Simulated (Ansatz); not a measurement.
## Si8O15 (charge −2): geometry relaxation (part 2 of 3)

Continued. System: Si8O15 (defect cell, 23 atoms in the cell, total charge −2). Method: DFT PBEsol, scalar-relativistic, plane waves, PAW, PAW set soft_1, no spin polarisation (Ansatz 0.2.0); cutoff 420 eV, 3×3×3 k-mesh, Gaussian smearing of 0.02 eV. The structure derives from an entry of the Crystallography Open Database. It belongs to a series of runs on one base structure; here: end point B relaxed.

Geometry of the input (Å; fractional positions):
```
0.0000  5.0462  4.4946
4.0970  0.0000  4.4946
4.0970  5.0462  0.0000
Si 0.2011  0.0489  0.9511
Si 0.2989  0.4511  0.0489
Si 0.7989  0.9511  0.0489
Si 0.2011  0.0489  0.4511
O  0.4047  0.5139  0.2198
O  0.2638  0.1547  0.6117
O  0.3617  0.7198  0.5139
O  0.4698  0.1116  0.1547
O  0.0952  0.9861  0.2802
O  0.2362  0.3452  0.8883
O  0.1384  0.7802  0.9861
O  0.0302  0.3883  0.3453
Si 0.7011  0.5489  0.4511
Si 0.7989  0.9511  0.5489
Si 0.2989  0.4511  0.5489
Si 0.7011  0.5489  0.9511
O  0.9047  0.0139  0.7197
O  0.7639  0.6548  0.1117
O  0.8617  0.2198  0.0138
O  0.5952  0.4861  0.7802
O  0.7361  0.8452  0.3884
O  0.6383  0.2802  0.4862
O  0.9698  0.6116  0.6548
```

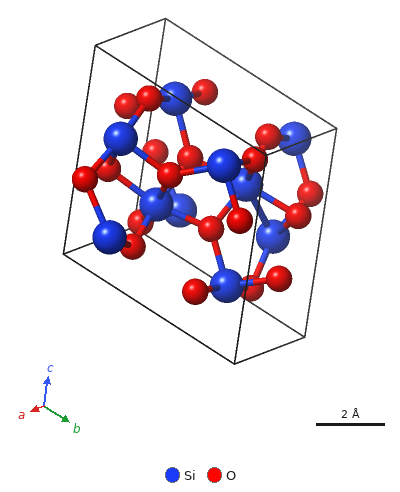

The geometry at step 3 of the log (ball-and-stick view of the reduced cell, seen slightly off an axis).

```
NSCF: frozen V_eff on 14 k-points
the band table was solved once a step of the walk had ended and its energy, with any forces and stress, was formed, with the checks that follow a solve (6714 applications of the Hamiltonian). They found nothing against the state; the energy, forces and stress were not computed again (output.eigenvalues in the input reference)
Free energy (F): -13376.876320 eV
Harris-Foulkes:  -13376.876320 eV  (|F-HF|=2.76e-8)
Internal energy: -13376.876320 eV  (E = F + TS)
E sigma→0 (E₀):  -13376.876320 eV
Fermi energy:    14.623361 eV
--- Per-component energies (eV) ---
  E_band       = 244.765404
  E_kinetic    = 3000.086410
  E_local      = -4773.661407  (includes V_loc(G=0)·N_el)
  E_nonlocal   = 968.991029
  E_hartree    = 1770.514884
  E_xc         = -1555.316980
  E_vxc        = -1807.384633  (∫ρ·V_xc dr)
  E_paw        = -6353.249513  (= ΣΔE_a)
  E_vpaw       = -684.307434  (= ΣTr[D̂ρ^β])
  E_aug_tail   = 0.012233  (compensation charges beyond the density's cutoff)
  E_ewald      = -6435.034780
  E_core_change = 0.781804  (= ΣΔE_core)
  E_smearing   = -0.000000  (= −TS)
[...]
  E_closure    = 0.000000  (closes the sum)
  E_deformation_potential = -37.570877  (in the stress; not in F)
  Σ components = -13376.876320   (vs F -13376.876320, Δ=0.00e0)
--- Forces (eV/Å), atoms counted from 1 ---
  atom   1  Si    -0.00452735     0.00421271     0.00367893
  atom   2  Si    -0.00251487    -0.00232878     0.00613582
  atom   3  Si    -0.00506633    -0.00228469     0.00772708
  atom   4  Si    -0.00199485    -0.00944978    -0.00291430
  atom   5  O      0.00160732     0.00436360    -0.00150988
  atom   6  O      0.02108293     0.00459403     0.01459250
  atom   7  O     -0.00637430     0.00059210    -0.00693681
  atom   8  O     -0.00738644    -0.00266125    -0.00421398
  atom   9  O     -0.00155800     0.00455268     0.01803909
  atom  10  O     -0.00467508    -0.00649635     0.00716873
  atom  11  O      0.00876462    -0.01617412    -0.00147999
  atom  12  O      0.00746701    -0.00888975    -0.01441579
  atom  13  Si    -0.00313395     0.00383432     0.00760106
  atom  14  Si     0.00137290     0.00143339    -0.00772764
  atom  15  Si     0.00271134    -0.00204216    -0.01507688
  atom  16  Si     0.00637066    -0.01847536    -0.00416848
  atom  17  O      0.00957622     0.01525817    -0.00201161
  atom  18  O      0.01067486     0.01398495    -0.00517570
  atom  19  O     -0.01270543     0.00651770     0.00105373
  atom  20  O     -0.00107721    -0.00113602    -0.00198073
  atom  21  O     -0.01569499    -0.00043807    -0.00894647
  atom  22  O      0.01392104    -0.01092823     0.00566350
  atom  23  O     -0.01686118     0.02192936     0.00490712
  max |Σ_I F_I| component: 3.15e-5 eV/Å
--- Band table (eV; the first three rows and the last of 14) ---
  k-point 0: bands = ["-12.2873", "-10.0313", "-9.9844", "-9.8675", "-9.6000", "-9.2452", "-9.1636", "-9.1284", "-8.9102", "-8.7912", "-8.7473", "-8.4678", "-8.1028", "-7.8221", "-7.6654", "-0.6590", "0.5748", "0.7448", "1.0866", "1.2821", "1.5741", "1.7729", "2.1055", "2.4972", "2.8937", "2.9527", "3.3097", "3.4525", "3.5685", "3.8378", "4.0650", "4.3942", "4.6615", "4.7918", "4.8777", "5.0742", "5.1940", "5.3854", "5.7323", "6.0257", "6.1119", "6.4160", "6.5708", "6.7322", "6.8033", "6.9751", "7.0013", "7.1395", "7.3475", "7.5349", "7.8104", "7.9926", "8.0885", "8.2740", "8.5648", "8.7041", "8.8849", "9.1691", "9.2945", "9.5787", "10.0639", "13.7474", "15.8238", "15.9603", "17.2025", "17.5565", "17.7735", "18.0703", "18.4116", "18.5730", "18.7311", "19.4993", "19.8823", "19.9613", "20.5624", "20.6369", "20.9386", "21.1551", "21.4515", "21.5555", "21.6942", "22.0372", "22.0609", "22.2862", "22.3692"]
  k-point 1: bands = ["-11.9434", "-10.8536", "-10.3069", "-9.8737", "-9.5841", "-9.3954", "-9.1882", "-8.9714", "-8.7082", "-8.5389", "-8.3817", "-8.1350", "-8.0527", "-7.9494", "-7.7454", "-0.2985", "0.2258", "0.5023", "0.7495", "1.1705", "1.4150", "1.8558", "2.2046", "2.4662", "2.9263", "3.0055", "3.1989", "3.3894", "3.5226", "3.9626", "4.0726", "4.4975", "4.5636", "4.8227", "4.9668", "5.1503", "5.4258", "5.6219", "5.7277", "5.9441", "6.2246", "6.3019", "6.4093", "6.6795", "6.7990", "6.8802", "7.1166", "7.3396", "7.4792", "7.6247", "7.7648", "7.8452", "8.1053", "8.1887", "8.4072", "8.6659", "8.9705", "9.1029", "9.2668", "9.4562", "10.5195", "13.6959", "15.3423", "16.8800", "17.1356", "17.6650", "17.7933", "18.2473", "18.4115", "18.7273", "19.0612", "19.2305", "19.5965", "19.8916", "20.3495", "20.5362", "20.7941", "21.0222", "21.1455", "21.3100", "21.5147", "21.7541", "21.9656", "22.1269", "22.2733"]
  k-point 2: bands = ["-11.9377", "-10.9297", "-10.1198", "-9.9993", "-9.5370", "-9.4586", "-9.1356", "-8.8219", "-8.7330", "-8.5995", "-8.5018", "-8.2172", "-8.0463", "-7.8779", "-7.7177", "-0.2296", "0.0127", "0.4384", "0.6159", "1.3044", "1.6683", "1.9294", "2.3691", "2.4977", "2.8668", "3.1272", "3.1836", "3.4752", "3.6746", "3.8088", "3.9379", "4.2624", "4.5030", "4.7890", "4.9464", "5.1015", "5.3076", "5.5464", "5.7792", "6.0252", "6.1452", "6.2859", "6.5271", "6.6582", "6.7759", "6.9436", "7.1033", "7.3581", "7.4628", "7.5954", "7.7527", "7.9642", "8.1057", "8.2267", "8.3558", "8.6460", "8.9355", "9.1443", "9.2561", "9.4767", "10.5150", "13.7862", "15.5652", "16.9344", "17.3545", "17.4869", "17.6365", "18.0670", "18.2922", "18.7738", "19.0368", "19.4094", "19.6075", "19.9889", "20.2278", "20.4912", "20.6047", "21.0039", "21.2034", "21.3378", "21.5704", "21.7036", "21.9773", "22.1836", "22.4230"]
  k-point 13: bands = ["-11.5209", "-10.9264", "-10.7131", "-10.3685", "-9.8968", "-9.2678", "-9.0165", "-8.7987", "-8.6891", "-8.4203", "-8.3191", "-8.0902", "-7.9698", "-7.8028", "-7.6446", "-0.3677", "0.0925", "0.1864", "0.9993", "1.1154", "1.3091", "1.8162", "2.4598", "2.5351", "2.7050", "2.8658", "3.3098", "3.4873", "3.6422", "3.7959", "4.1428", "4.4051", "4.6767", "4.7306", "5.1148", "5.2736", "5.4804", "5.6036", "5.8346", "6.0223", "6.1730", "6.2311", "6.4093", "6.5016", "6.5436", "6.7562", "6.9304", "7.1092", "7.4340", "7.6021", "7.7928", "7.9142", "8.1308", "8.4836", "8.6199", "8.7967", "8.9139", "9.0823", "9.3489", "9.4520", "10.5682", "13.7571", "15.6076", "17.1565", "17.4637", "17.5743", "18.0875", "18.2827", "18.3761", "18.6603", "18.8057", "19.2672", "19.6431", "19.8563", "20.1295", "20.4008", "20.6134", "20.9573", "21.0309", "21.3990", "21.6282", "21.8201", "21.9541", "22.0198", "22.2494"]
--- Relaxed structure (12 steps of the walk, 10 accepted, 0 SCFs on fresh bases) ---
  F+E_penalty+E_count = -13376.87632018 eV   max|allowed force component| = 2.193e-2 eV/Å
  atoms:
    - { symbol: Si, position: [0.21999675467905228, 0.02111929126211959, 0.9756206869439278] }
    - { symbol: Si, position: [0.29773137098903646, 0.4573758917030608, 0.04290386231586735] }
    - { symbol: Si, position: [0.7981352529479117, 0.9574812543690022, 0.05489216229459759] }
    - { symbol: Si, position: [0.19443336733220645, 0.050952207515349957, 0.45317965586846154] }
    - { symbol: O, position: [0.412371278735524, 0.5225098973519573, 0.197674268207033] }
    - { symbol: O, position: [0.2798805498092348, 0.15241849540066413, 0.5871543895822273] }
    - { symbol: O, position: [0.36832355058507765, 0.7192064968629888, 0.5071177225142698] }
    - { symbol: O, position: [0.46262532917336086, 0.11787948721213659, 0.1412070774867601] }
    - { symbol: O, position: [0.06469338084835641, 0.9807749313714901, 0.3261966782643152] }
    - { symbol: O, position: [0.22803877812786522, 0.3823802650593764, 0.8758959591626243] }
    - { symbol: O, position: [0.11787423731516544, 0.7784340279361631, 0.9970174723551716] }
    - { symbol: O, position: [0.031379920759833924, 0.38505173191785536, 0.3423394923003874] }
    - { symbol: Si, position: [0.697767098241351, 0.5537389494909798, 0.4448252787968082] }
    - { symbol: Si, position: [0.7840073298143817, 0.9230587106951698, 0.5925115273539405] }
    - { symbol: Si, position: [0.3135277746788934, 0.434627068043195, 0.5469826449825856] }
    - { symbol: Si, position: [0.7142942426321717, 0.5638498538728736, 0.9265813793204337] }
    - { symbol: O, position: [0.9009022655327087, 0.018339347665836003, 0.729825245116273] }
    - { symbol: O, position: [0.7612014943202041, 0.6591184871855722, 0.11424002103362763] }
    - { symbol: O, position: [0.8650523551845246, 0.2196080073451423, 0.016965243473454295] }
    - { symbol: O, position: [0.5969506452941592, 0.4954272950056199, 0.7751353841246563] }
    - { symbol: O, position: [0.727827759601506, 0.8458101098449803, 0.3871495843891598] }
    - { symbol: O, position: [0.6314839129578353, 0.2861901113414877, 0.4877351586787514] }
    - { symbol: O, position: [1.00125135043964, 0.5862980815469798, 0.631599105434667] }
```

Trajectory as extended XYZ (Å, eV, eV/Å), 12 frames, from step=1 to step=12:
```
23
Lattice="0.0000 5.0462 4.4946 4.0970 0.0000 4.4946 4.0970 5.0462 0.0000" Properties=species:S:1:pos:R:3:forces:R:3 step=1 energy=-13374.28915
Si    4.0970    5.8142    1.1237   -2.0973   2.3843   0.9509
Si    2.0485    1.7551    3.3710    0.1415  -0.3824   0.3874
Si    4.0970    4.2782    7.8655   -0.7504   0.6156  -0.1070
Si    2.0485    3.2911    1.1237    0.2281  -0.3449  -0.3869
O     3.0056    3.1514    4.1287   -0.4736  -0.6134  -0.6274
O     3.1399    4.4179    1.8814   -0.6236  -0.8644   0.2630
O     5.0541    4.4179    4.8605   -0.3005   0.6836   0.1890
O     1.0914    3.1514    2.6132    0.3297  -0.9021  -0.0508
O     5.1884    1.8948    4.8605    2.2054   1.4094  -1.2106
O     5.0541    5.6745    2.6132    1.3721  -0.8059   1.5829
O     7.2369    5.6745    4.1287    0.0283  -1.3644  -1.9334
O     3.0056    1.8948    1.8814   -0.4636   0.6714   0.0743
Si    4.0970    5.8142    5.6182    0.1674  -0.5588   0.1925
Si    6.1455    6.8013    7.8655    1.1766   1.5036  -2.8827
Si    4.0970    4.2782    3.3710   -0.1310   0.4361  -0.5839
Si    6.1455    8.3373    5.6182    0.9562  -2.3004   2.2114
O     3.0056    8.1976    4.1287    0.3057   0.5366   1.1586
O     3.1399    4.4179    6.3760    0.8496   1.2572  -0.0714
O     0.9571    4.4179    4.8605   -0.3663   0.6413  -0.3954
O     5.1884    6.9410    4.8605   -0.1833  -0.0203  -0.5507
O     5.0541    5.6745    7.1078   -1.4714  -1.6737  -0.4420
O     3.1399    5.6745    4.1287    1.4407  -1.7696   1.4038
O     5.1884    8.1976    7.1078   -2.3399   1.4607   0.8285
23
Lattice="0.0000 5.0462 4.4946 4.0970 0.0000 4.4946 4.0970 5.0462 0.0000" Properties=species:S:1:pos:R:3:forces:R:3 step=2 energy=-13375.47774
Si    4.0875    5.8745    1.1269   -1.1739   1.9709   0.4699
Si    2.0522    1.7343    3.3767    0.0469  -0.3620   0.1681
Si    4.1157    4.2706    7.8700   -0.4752   0.7152   0.3804
Si    2.0517    3.2982    1.1137    0.1149  -0.5915  -0.5179
O     2.9703    3.1429    4.1389   -0.2720  -0.6264  -0.1497
O     3.1148    4.4423    1.8836   -0.7700  -1.1506   0.4488
O     5.0377    4.4246    4.8623   -0.2113   0.4554   0.2354
O     1.0955    3.1203    2.6077    0.0253  -0.5074   0.0109
O     5.2527    1.9065    4.8030    1.6839   1.2372  -0.8762
O     5.0698    5.6492    2.6281    1.2640  -0.6029   1.6800
O     7.2587    5.6563    4.0970   -0.2426  -1.0434  -1.7619
O     3.0003    1.9071    1.8845   -0.2077   0.3186   0.0738
Si    4.0906    5.8121    5.6268    0.1435  -0.5069   0.1505
Si    6.1927    6.8172    7.7856    0.3900   1.6155  -1.7797
Si    4.0597    4.2857    3.3804    0.1180   0.4848  -0.7008
Si    6.1408    8.3113    5.6675    0.3630  -1.5735   1.7819
O     3.0270    8.2048    4.1407    0.3234   0.5251   0.6179
O     3.1494    4.4232    6.3899    0.6642   0.8278  -0.2122
O     0.9545    4.4298    4.8891   -0.1808   0.2205  -0.7603
O     5.1827    6.9312    4.8594    0.1220   0.0703  -0.2545
O     5.0581    5.6506    7.0944   -1.1083  -1.2188  -0.3729
O     3.1413    5.6674    4.1446    1.2196  -1.5394   0.6888
O     5.1215    8.2079    7.1235   -1.8381   1.2827   0.6805
23
Lattice="0.0000 5.0462 4.4946 4.0970 0.0000 4.4946 4.0970 5.0462 0.0000" Properties=species:S:1:pos:R:3:forces:R:3 step=3 energy=-13376.50653
Si    4.0836    6.0302    1.1192    0.3750  -0.6272  -0.3424
Si    2.0636    1.6733    3.3935    0.0037   1.2549  -0.2430
Si    4.1354    4.2848    7.8905    0.5393   0.3321   0.1354
Si    2.0528    3.2757    1.0873    0.2417   0.1614   0.5408
O     2.9301    3.0832    4.1900    0.2120  -0.2202   0.4479
O     3.0416    4.4063    1.9136   -0.0796   0.0155   0.3429
O     5.0220    4.4312    4.8790    0.0950  -0.2281   0.2164
O     1.0768    3.0612    2.6060   -0.2225  -0.1452  -0.1290
O     5.3922    1.9821    4.6897   -0.7268  -0.5330   0.1252
O     5.1452    5.5949    2.7248   -0.6853  -0.3705  -0.5244
O     7.2670    5.6091    3.9855    0.1877   0.1531   1.1231
O     2.9935    1.8951    1.8825   -0.0310   0.1356  -0.2541
Si    4.0927    5.7827    5.6394   -0.1535  -0.2723  -0.4690
Si    6.2330    6.9322    7.6390   -0.3880  -0.4271   1.3552
Si    4.0144    4.3011    3.3870   -1.3214   1.7174   0.5867
Si    6.1141    8.2565    5.7812   -0.3741   0.8870  -1.0510
O     3.0664    8.2478    4.1568    0.1585  -0.6042  -0.9059
O     3.1753    4.4389    6.3908   -0.5575  -0.9289  -0.2113
O     0.9561    4.4497    4.8704    0.2274   0.0936   0.3651
O     5.2072    6.9087    4.8791    0.0544   0.2780   0.8983
O     5.0265    5.6117    7.0706    1.0650   0.7687   0.0961
O     3.1818    5.6215    4.1442   -0.3941   0.5072  -0.6146
O     4.9542    8.2898    7.1741    1.7742  -1.9470  -1.4886
23
Lattice="0.0000 5.0462 4.4946 4.0970 0.0000 4.4946 4.0970 5.0462 0.0000" Properties=species:S:1:pos:R:3:forces:R:3 step=4 energy=-13376.80688
Si    4.0772    5.9847    1.1201    0.1384   0.2737  -0.1174
Si    2.0577    1.7035    3.3948   -0.1369   0.2172  -0.2226
Si    4.1457    4.2903    7.8891    0.0695   0.3818   0.0856
Si    2.0531    3.2758    1.0986    0.1027  -0.1625  -0.1435
O     2.9400    3.0886    4.1929    0.1239  -0.1285   0.0724
O     3.0376    4.4073    1.9256   -0.0060  -0.3447   0.1876
O     5.0210    4.4315    4.8805    0.0453  -0.1129  -0.0275
O     1.0761    3.0659    2.6045   -0.1190  -0.1075   0.0655
O     5.3606    1.9677    4.7062    0.0530   0.0902  -0.1110
O     5.1140    5.6032    2.7080    0.2985  -0.2906   0.3072
O     7.2719    5.6230    4.0186   -0.1098  -0.1925  -0.0870
O     2.9878    1.9041    1.8776    0.0288  -0.1468  -0.0168
Si    4.0902    5.7854    5.6310   -0.0345  -0.2432  -0.0212
Si    6.2310    6.9097    7.6711   -0.2655   0.3370   0.2801
Si    4.0051    4.3114    3.3842    0.2423   0.1969  -0.3362
Si    6.1179    8.2682    5.7528   -0.1380   0.1141   0.1146
O     3.0732    8.2329    4.1429   -0.0239  -0.1632  -0.1371
O     3.1690    4.4198    6.3857   -0.0037   0.0179  -0.0739
O     0.9682    4.4585    4.8813   -0.0178  -0.0821  -0.0756
O     5.2019    6.9242    4.8963    0.1233   0.0638   0.1160
O     5.0536    5.6282    7.0690   -0.0035  -0.0166   0.0483
O     3.1716    5.6371    4.1308   -0.1147   0.1227  -0.0345
O     5.0010    8.2468    7.1329   -0.2528   0.1758   0.1270
23
Lattice="0.0000 5.0462 4.4946 4.0970 0.0000 4.4946 4.0970 5.0462 0.0000" Properties=species:S:1:pos:R:3:forces:R:3 step=5 energy=-13376.84446
Si    4.0835    5.9906    1.1179    0.0016   0.2014  -0.0819
Si    2.0582    1.7053    3.3940   -0.1273   0.2174  -0.0677
Si    4.1471    4.2964    7.8892    0.0311   0.2323   0.0387
Si    2.0570    3.2666    1.0964    0.1283   0.0703  -0.0122
O     2.9451    3.0851    4.1981    0.0317  -0.0710   0.0397
O     3.0401    4.3935    1.9305   -0.1443  -0.2343   0.0572
O     5.0246    4.4272    4.8793   -0.0334  -0.0216   0.0407
O     1.0714    3.0581    2.6034   -0.0512  -0.0375   0.0674
O     5.3596    1.9747    4.7003   -0.0376  -0.0309  -0.0142
O     5.1274    5.5926    2.7157    0.1686  -0.1694   0.2181
O     7.2707    5.6200    4.0176   -0.0574  -0.1092   0.0109
O     2.9867    1.8949    1.8738   -0.0200  -0.0485   0.0036
Si    4.0899    5.7790    5.6294    0.0402  -0.1559  -0.0943
Si    6.2196    6.9251    7.6734   -0.0684   0.1867   0.1005
Si    4.0061    4.3177    3.3809    0.0757   0.2696  -0.1536
Si    6.1112    8.2749    5.7579   -0.0563   0.0018  -0.0392
O     3.0742    8.2283    4.1369   -0.0094  -0.0609  -0.0804
O     3.1673    4.4208    6.3838    0.0606   0.0148  -0.0521
O     0.9669    4.4616    4.8807    0.0278  -0.0971  -0.0589
O     5.2061    6.9259    4.9049    0.0464   0.0008   0.0018
O     5.0531    5.6302    7.0703    0.0046  -0.0511   0.0282
O     3.1696    5.6453    4.1262   -0.0092  -0.0014   0.0011
O     4.9902    8.2540    7.1338   -0.0017  -0.1065   0.0464
```
